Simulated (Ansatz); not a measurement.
**From Zr$_{2}$O to Ti$_{2}$O**

System: Zr$_{2}$O (6 atoms in the cell).
Method of the first run: DFT PBEsol, scalar-relativistic, plane waves, PAW, no spin polarisation (Ansatz 0.2.0).
System of the second run: Ti$_{2}$O (6 atoms in the cell).

On the first run: The structure was made by swapping elements on the sites of another compound; it need not be a known phase. On the second run: The structure was made by swapping elements on the sites of another compound; it need not be a known phase. It belongs to a series of runs on one base structure; here: Hf -> Ti, S -> O on all its sites, cell and atoms relaxed. Text and figures count atoms from 1; the logs count them from 0 in places.

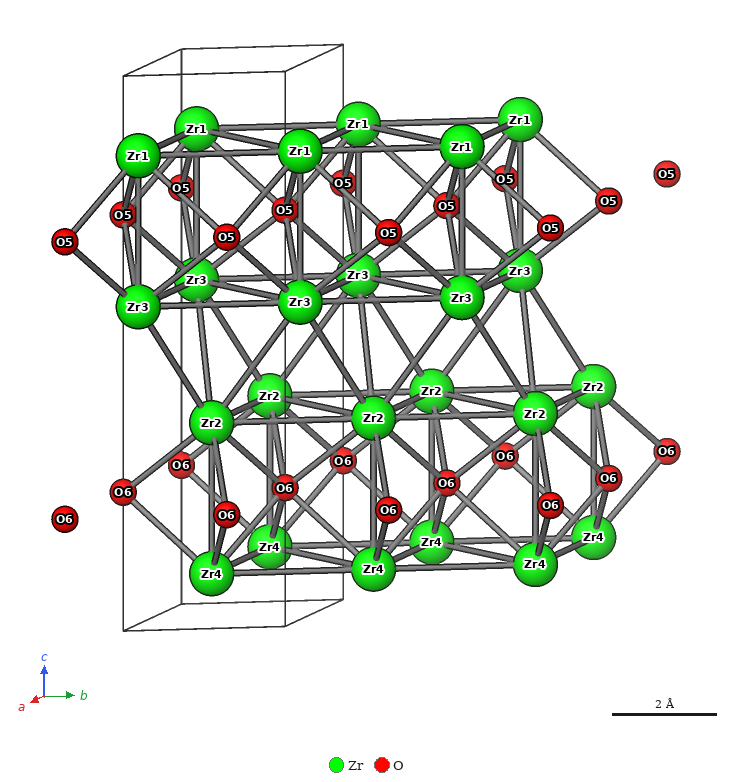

Figure 1. The starting structure (ball-and-stick view of the cell of the calculation, repeated 2 × 3 × 1, seen slightly off an axis; atoms are numbered from 1 in the order of the input). An atom can appear more than once, as a periodic image.

## Input file, the first run
```yaml
crystal:
  lattice:
    - [3.1728260571, 0.0, 0.0]
    - [-1.5864130286, 2.7477479672, 0.0]
    - [0.0, 0.0, 10.9106566916]
  atoms:
    - { symbol: Zr, position: [0.6666666667, 0.3333333333, 0.8859930852] }
    - { symbol: Zr, position: [0.3333333333, 0.6666666667, 0.3859930852] }
    - { symbol: Zr, position: [0.6666666667, 0.3333333333, 0.6140069148] }
    - { symbol: Zr, position: [0.3333333333, 0.6666666667, 0.1140069148] }
    - { symbol: O, position: [0.0, 0.0, 0.75] }
    - { symbol: O, position: [0.0, 0.0, 0.25] }
basis:
  ecutwfc: 420
kpoints:
  mp_grid: { grid: [12, 12, 4] }
hamiltonian:
  xc: pbesol
scf:
  occupations: { method: gaussian, width: 0.1 }
output:
  forces: true
  stress: true
  eigenvalues: true
relax:
  adjacent_minimum: "off"
  f_tol: 0.01
  max_steps: 60
  cell: { stress_tol: 0.1 }
```

Launched with:
```bash
ansatz run input.yaml --threads 1 --pin off --max-ram 2560MiB --backend cpu --events-out ev --progress --plain --runs-dir out
```

Hardware: 1 thread of Intel Xeon @ 2.50GHz (Skylake/Cascade Lake), 192 GiB of memory available, shared host.

## Output, shortened to warnings, some set-up lines, iterations and results (the first run)
```
Basis set: ecut = 420 eV, 1837 PW (Γ), exchange–correlation on 48×48×150 points (8 copies of the dense FFT grid, shifted against one another)
Symmetry: 24 space group operations
k-points: 57 of 576
Initial density: superposition of atomic densities (neutral atoms: chi_scale 0, normalization atom), corrected by the library's trained network
[...]
SCF iter   1: F=—  HF=-17641.128340 eV  |F-HF|=—  |Δ(HF+E_count)|=         —  Δρ=1.05e-2  dr2=1.16e-1  ethr=1.77e-3  ⟨swp⟩=4.5  Hψ=7803  notcnv=0
SCF iter   2: F=—  HF=-17641.109557 eV  |F-HF|=—  |Δ(HF+E_count)|=   1.88e-2  Δρ=3.97e-3  dr2=2.00e-2  ethr=1.93e-4  ⟨swp⟩=2.0  Hψ=3231  notcnv=0  defer=25
SCF iter   3: F=—  HF=-17641.107487 eV  |F-HF|=—  |Δ(HF+E_count)|=   2.07e-3  Δρ=2.09e-3  dr2=9.41e-3  ethr=3.33e-5  ⟨swp⟩=1.0  Hψ=1982  notcnv=0  defer=25
SCF iter   4: F=—  HF=-17641.105619 eV  |F-HF|=—  |Δ(HF+E_count)|=   1.87e-3  Δρ=5.25e-4  dr2=3.99e-4  ethr=1.57e-5  ⟨swp⟩=2.0  Hψ=2433  notcnv=0  defer=25
SCF iter   5: F=—  HF=-17641.105528 eV  |F-HF|=—  |Δ(HF+E_count)|=   9.05e-5  Δρ=1.10e-4  dr2=1.38e-5  ethr=6.65e-7  ⟨swp⟩=2.0  Hψ=2646  notcnv=0  defer=25
[... 24 lines ...]
SCF iter   2: F=—  HF=-17641.105605 eV  |F-HF|=—  |Δ(HF+E_count)|=   8.28e-8  Δρ=4.62e-6  dr2=1.74e-9  ethr=9.92e-12  ⟨swp⟩=2.1  Hψ=3747  notcnv=0
SCF iter   3: F=—  HF=-17641.105605 eV  |F-HF|=—  |Δ(HF+E_count)|=   4.95e-9  Δρ=1.94e-6  dr2=2.46e-10  ethr=2.90e-12  ⟨swp⟩=2.0  Hψ=2348  notcnv=0
SCF iter   4: F=-17641.105605 eV  HF=-17641.105605 eV  |F-HF|=0.00e0  |Δ(HF+E_count)|=   1.04e-9  Δρ=5.99e-8  dr2=3.42e-12  ethr=1.00e-12  ⟨swp⟩=4.4  Hψ=6240  notcnv=0
SCF 4 converged in 4 iterations: F = -17641.105605 eV  dr2 = 3.42e-12
relax step   4: F+E_penalty+E_count = -17641.10560491 eV  Δ(F+E_penalty+E_count) = -1.626e-4 eV  max|allowed force component| = 3.758e-4 eV/Å  Δτ_max = 0.0000 Å  P = +0.001 …
basis re-selected at this cell: Δ(F+E_penalty+E_count) = -1.626e-4 eV, ΔP = +0.003 GPa vs the last step (what re-selecting the basis moved, of the pressure what is left beyond the Pulay correction that the steps carried, after the strain that the cell walked since its last selection, with what the …
SCF converged after 4 iterations
Free energy (F): -17641.105605 eV
Harris-Foulkes:  -17641.105605 eV  (|F-HF|=0.00e0)
Internal energy: -17641.091866 eV  (E = F + TS)
E sigma→0 (E₀):  -17641.098736 eV
Entropy (-TS):   -0.013739 eV (-2.290 meV/atom)
Fermi energy:    15.275930 eV
--- Per-component energies (eV) ---
  E_band       = -280.677926
  E_kinetic    = 1687.920195
  E_local      = -2870.038234  (includes V_loc(G=0)·N_el)
  E_nonlocal   = 421.711150
  E_hartree    = 914.848536
  E_xc         = -791.072364
  E_vxc        = -953.116693  (∫ρ·V_xc dr)
  E_paw        = -11904.404728  (= ΣΔE_a)
  E_vpaw       = -396.856344  (= ΣTr[D̂ρ^β])
  E_aug_tail   = 0.004926  (compensation charges beyond the density's cutoff)
  E_ewald      = -5100.794805
  E_core_change = 0.733458  (= ΣΔE_core)
  E_smearing   = -0.013739  (= −TS)
  E_closure    = 0.000000  (closes the sum)
  Σ components = -17641.105605   (vs F -17641.105605, Δ=0.00e0)
--- Forces (eV/Å), atoms counted from 1 ---
  atom   1  Zr    -0.00000000     0.00000000     0.00037575
  atom   2  Zr     0.00000000    -0.00000000     0.00037575
  atom   3  Zr    -0.00000000     0.00000000    -0.00037575
  atom   4  Zr     0.00000000    -0.00000000    -0.00037575
  atom   5  O     -0.00000000     0.00000000     0.00000000
  atom   6  O      0.00000000    -0.00000000     0.00000000
  max |Σ_I F_I| component: 5.55e-17 eV/Å
--- Stress (GPa, compression-positive) ---
        0.006609       0.000000       0.000000
       -0.000000       0.006609       0.000000
        0.000000       0.000000      -0.010230
  P = ⅓ Tr σ = 0.0010 GPa (0.010 kbar)
--- Relaxed structure (3 steps of the walk, 2 accepted, 1 SCFs on fresh bases) ---
  F+E_penalty+E_count = -17641.10560491 eV   max|allowed force component| = 3.758e-4 eV/Å   (the final SCF, on the basis selected at the relaxed cell)
  cell:  # Å, volume = 95.2066 Å³
    - [3.174055886437146, 2.887866602159587e-11, 0.0]
    - [-1.5870279432435828, 2.7488130306716645, 0.0]
    - [0.0, 0.0, 10.912075695894423]
  atoms:
[...]
```

The input of the second run differs as follows (lines with − go, lines with + come):
```diff
-    - [3.1728260571, 0.0, 0.0]
-    - [-1.5864130286, 2.7477479672, 0.0]
-    - [0.0, 0.0, 10.9106566916]
+    - [2.8901332527, 0.0, 0.0]
+    - [-1.4450666264, 2.5029288172, 0.0]
+    - [0.0, 0.0, 9.9401574754]
-    - { symbol: Zr, position: [0.6666666667, 0.3333333333, 0.8859930852] }
-    - { symbol: Zr, position: [0.3333333333, 0.6666666667, 0.3859930852] }
-    - { symbol: Zr, position: [0.6666666667, 0.3333333333, 0.6140069148] }
-    - { symbol: Zr, position: [0.3333333333, 0.6666666667, 0.1140069148] }
+    - { symbol: Ti, position: [0.6666666667, 0.3333333333, 0.8884173597] }
+    - { symbol: Ti, position: [0.3333333333, 0.6666666667, 0.3884173597] }
+    - { symbol: Ti, position: [0.6666666667, 0.3333333333, 0.6115826403] }
+    - { symbol: Ti, position: [0.3333333333, 0.6666666667, 0.1115826403] }
```

How does the second run compare with the first run?

The total energies belong to different systems, so their difference says nothing on which is more stable or more accurate. The volume per atom goes from 15.87 to 11.97 Å³. The number of SCF iterations is the same.

## Output, shortened to warnings, some set-up lines, iterations and results (the second run)
```
Basis set: ecut = 420 eV, 1401 PW (Γ), exchange–correlation on 40×40×144 points (8 copies of the dense FFT grid, shifted against one another)
Symmetry: 24 space group operations
k-points: 57 of 576
Initial density: superposition of atomic densities (neutral atoms: chi_scale 0, normalization atom), corrected by the library's trained network
[...]
SCF iter   1: F=—  HF=-11023.032852 eV  |F-HF|=—  |Δ(HF+E_count)|=         —  Δρ=1.51e-2  dr2=2.06e-1  ethr=1.77e-3  ⟨swp⟩=4.4  Hψ=7872  notcnv=0
SCF iter   2: F=—  HF=-11022.995695 eV  |F-HF|=—  |Δ(HF+E_count)|=   3.72e-2  Δρ=5.41e-3  dr2=4.81e-2  ethr=3.44e-4  ⟨swp⟩=2.1  Hψ=3450  notcnv=0  defer=71
SCF iter   3: F=—  HF=-11022.986439 eV  |F-HF|=—  |Δ(HF+E_count)|=   9.26e-3  Δρ=2.10e-3  dr2=1.21e-2  ethr=8.02e-5  ⟨swp⟩=2.1  Hψ=2324  notcnv=0  defer=71
SCF iter   4: F=—  HF=-11022.983028 eV  |F-HF|=—  |Δ(HF+E_count)|=   3.41e-3  Δρ=6.75e-4  dr2=8.10e-4  ethr=2.02e-5  ⟨swp⟩=2.0  Hψ=2551  notcnv=0  defer=71
SCF iter   5: F=—  HF=-11022.982797 eV  |F-HF|=—  |Δ(HF+E_count)|=   2.32e-4  Δρ=2.75e-4  dr2=6.22e-5  ethr=1.35e-6  ⟨swp⟩=2.0  Hψ=2633  notcnv=0  defer=71
[... 24 lines ...]
SCF iter   4: F=-11022.983344 eV  HF=-11022.983344 eV  |F-HF|=6.37e-11  |Δ(HF+E_count)|=  7.82e-11  Δρ=2.99e-7  dr2=9.32e-11  ethr=1.00e-12  ⟨swp⟩=2.0  Hψ=2512  notcnv=0
SCF iter   5: F=-11022.983344 eV  HF=-11022.983344 eV  |F-HF|=2.18e-11  |Δ(HF+E_count)|=  3.64e-12  Δρ=2.04e-7  dr2=2.84e-11  ethr=1.00e-12  ⟨swp⟩=1.8  Hψ=2145  notcnv=0
SCF iter   6: F=-11022.983344 eV  HF=-11022.983344 eV  |F-HF|=0.00e0  |Δ(HF+E_count)|=  9.09e-12  Δρ=3.84e-8  dr2=1.48e-12  ethr=1.00e-12  ⟨swp⟩=3.1  Hψ=5550  notcnv=0
SCF 4 converged in 6 iterations: F = -11022.983344 eV  dr2 = 1.48e-12
relax step   4: F+E_penalty+E_count = -11022.98334390 eV  Δ(F+E_penalty+E_count) = +2.368e-4 eV  max|allowed force component| = 7.061e-3 eV/Å  Δτ_max = 0.0000 Å  P = -0.041 …
basis re-selected at this cell: Δ(F+E_penalty+E_count) = +2.368e-4 eV, ΔP = -0.006 GPa vs the last step (what re-selecting the basis moved, of the pressure what is left beyond the Pulay correction that the steps carried, after the strain that the cell walked since its last selection, with what the …
SCF converged after 6 iterations
Free energy (F): -11022.983344 eV
Harris-Foulkes:  -11022.983344 eV  (|F-HF|=0.00e0)
Internal energy: -11022.971039 eV  (E = F + TS)
E sigma→0 (E₀):  -11022.977192 eV
Entropy (-TS):   -0.012305 eV (-2.051 meV/atom)
Fermi energy:    15.208591 eV
--- Per-component energies (eV) ---
  E_band       = -507.650362
  E_kinetic    = 1446.506412
  E_local      = -3444.655445  (includes V_loc(G=0)·N_el)
  E_nonlocal   = 131.763111
  E_hartree    = 1394.887687
  E_xc         = -536.805320
  E_vxc        = -678.909739  (∫ρ·V_xc dr)
  E_paw        = -4394.118151  (= ΣΔE_a)
  E_vpaw       = -752.135345  (= ΣTr[D̂ρ^β])
  E_aug_tail   = 0.005282  (compensation charges beyond the density's cutoff)
  E_ewald      = -5621.182727
  E_core_change = 0.628113  (= ΣΔE_core)
  E_smearing   = -0.012305  (= −TS)
  E_closure    = 0.000000  (closes the sum)
  Σ components = -11022.983344   (vs F -11022.983344, Δ=0.00e0)
--- Forces (eV/Å), atoms counted from 1 ---
  atom   1  Ti    -0.00000000    -0.00000000    -0.00706079
  atom   2  Ti     0.00000000     0.00000000    -0.00706079
  atom   3  Ti    -0.00000000    -0.00000000     0.00706079
  atom   4  Ti     0.00000000     0.00000000     0.00706079
  atom   5  O      0.00000000     0.00000000     0.00000000
  atom   6  O     -0.00000000    -0.00000000    -0.00000000
  max |Σ_I F_I| component: 9.25e-17 eV/Å
--- Stress (GPa, compression-positive) ---
       -0.014527       0.000000      -0.000000
       -0.000000      -0.014527       0.000000
       -0.000000       0.000000      -0.094317
  P = ⅓ Tr σ = -0.0411 GPa (-0.411 kbar)
--- Relaxed structure (3 steps of the walk, 3 accepted, 1 SCFs on fresh bases) ---
  F+E_penalty+E_count = -11022.98334390 eV   max|allowed force component| = 7.061e-3 eV/Å   (the final SCF, on the basis selected at the relaxed cell)
  cell:  # Å, volume = 71.7911 Å³
    - [2.8864900381851886, 2.883111718339557e-11, 1.1154682921888288e-34]
    - [-1.4432450191175628, 2.4997737008246723, -1.3305532486314937e-34]
[...]
```

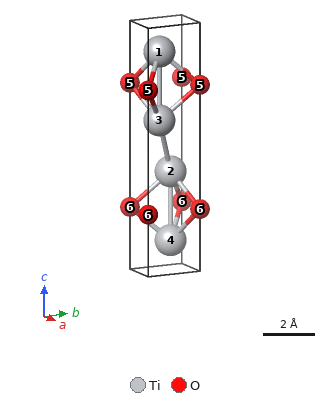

Figure 2. The input structure of the second run (ball-and-stick view of the cell of the calculation, seen slightly off an axis; atoms are numbered from 1 in the order of the input). An atom can appear more than once, as a periodic image.

## The two runs side by side

| quantity | the first run | the second run |
| --- | --- | --- |
| outcome | converged | converged |
| free energy per atom (eV) | −2940.1843 | −1837.1639 |
| energy per atom, smearing taken to zero (eV) | −2940.1831 | −1837.1629 |
| gap on the mesh (eV) | 0.00 | 0.00 |
| pressure (GPa) | 0.00 | −0.04 |
| volume per atom (Å³) | 15.87 | 11.97 |
| largest force (eV/Å) | 0.000 | 0.007 |
| SCF iterations | 26 | 26 |
| irreducible k-points | 57 | 57 |
| wall time (shared host) | 55 s | 46 s |
